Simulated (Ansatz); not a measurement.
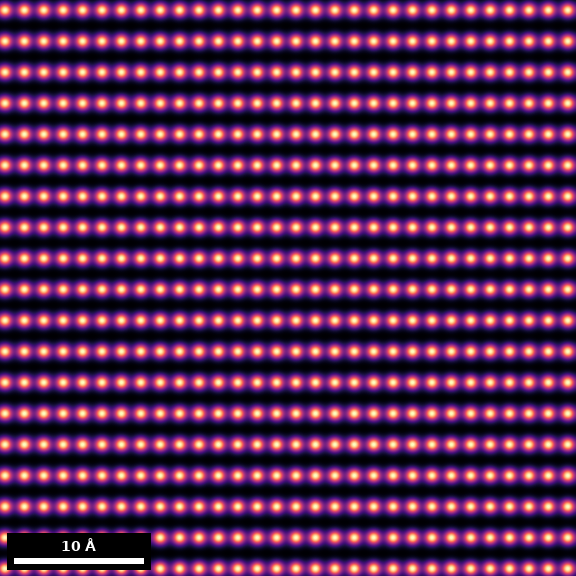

An image along [210] of one of the structures below (computed or model cells, partly hypothetical, each in its standard cell). Simulated as the projected potential of neutral atoms (B = 0.8 Å²) blurred by a 0.66 Å probe, the thin-sample limit of integrated differential phase contrast.

A. Ge
Space group P6_3/mmc (No. 194). a = 2.988 Å, b = 2.988 Å, c = 9.553 Å, α = 90.00°, β = 90.00°, γ = 120.00°
| atom | site | symmetry | x | y | z |
| --- | --- | --- | --- | --- | --- |
| Ge | 2a | -3m. | 0.0000 | 0.0000 | 0.0000 |
| Ge | 2c | -6m2 | 0.3333 | 0.6667 | 0.2500 |

B. Ge
Space group P6/mmm (No. 191). a = 4.947 Å, b = 4.947 Å, c = 2.812 Å, α = 90.00°, β = 90.00°, γ = 120.00°
```json
{"atom": "Ge", "site": "1a", "symmetry": "6/mmm", "x": "0.0000", "y": "0.0000", "z": "0.0000"}
{"atom": "Ge", "site": "2d", "symmetry": "-6m2", "x": "0.3333", "y": "0.6667", "z": "0.5000"}
```

C. Ge
Space group Pm-3m (No. 221). a = 2.730 Å, b = 2.730 Å, c = 2.730 Å, α = 90.00°, β = 90.00°, γ = 90.00°
```tsv
atom	site	symmetry	x	y	z
Ge	1a	m-3m	0.0000	0.0000	0.0000
```

D. As
Space group Im-3m (No. 229). a = 3.380 Å, b = 3.380 Å, c = 3.380 Å, α = 90.00°, β = 90.00°, γ = 90.00°
```csv
atom,site,symmetry,x,y,z
As,2a,m-3m,0.0000,0.0000,0.0000
```

**Which of them gives this image?**

A, Ge. Along [210] the projected cells are A 1.49 × 2.39 Å, 90°; B 2.47 × 2.81 Å, 90°; C 1.22 × 2.73 Å, 90°; D 1.51 × 1.85 Å, 114°. The image repeats as A does.

Structure A: coordinates from a relaxation with DFT, PBEsol, plane waves (420 eV) with PAW, scalar-relativistic (Ansatz 0.2.0); the starting structure was generated, so it need not be a known form of this composition.
